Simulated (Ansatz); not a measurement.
```yaml
crystal:
  lattice:
    - [4.33646, 0.00000, 0.00000]
    - [-2.16823, 3.75549, 0.00000]
    - [0.00000, 0.00000, 4.11887]
  atoms:
    - { symbol: Fe, position: [0.33333, 0.66667, 0.50000] }
    - { symbol: Fe, position: [0.66667, 0.33333, 0.50000] }
    - { symbol: Co, position: [0.00000, 0.67003, 0.00000] }
    - { symbol: Co, position: [0.67003, 0.00000, 0.00000] }
    - { symbol: Co, position: [0.32997, 0.32997, 0.00000] }
    - { symbol: Co, position: [0.00000, 0.00000, 0.50000] }
```

Space group P-62m; a structure generated by program, which may or may not match a known phase; spin-polarised.

Level of theory: DFT PBE, scalar-relativistic, plane waves, PAW (Ansatz).

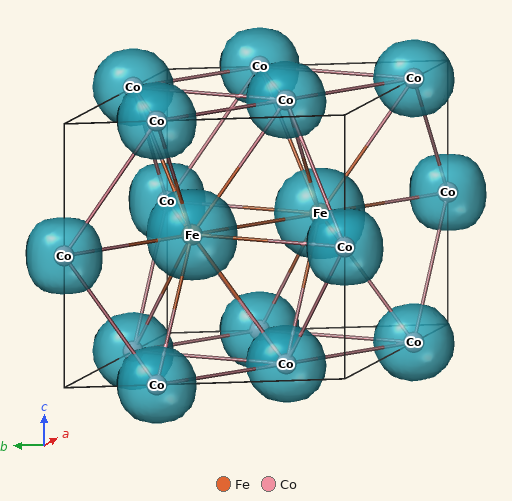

FeCo2. Isosurface of the spin density at −0.4 e/Å³ (cyan), seen at an oblique angle. Sticks mark near contacts.

Core electrons are frozen (PAW), and the valence fields are smoothed inside the atomic spheres.

Describe the spin distribution.

The spin density sits on Fe: −2.5 μB (×2); Co: −1.7 μB (×4) in one cell of 6 atoms: parallel main moments (a ferromagnetic arrangement) in this solution. The cell of the calculation (6 atoms) carries 11.3 μB of net spin moment.
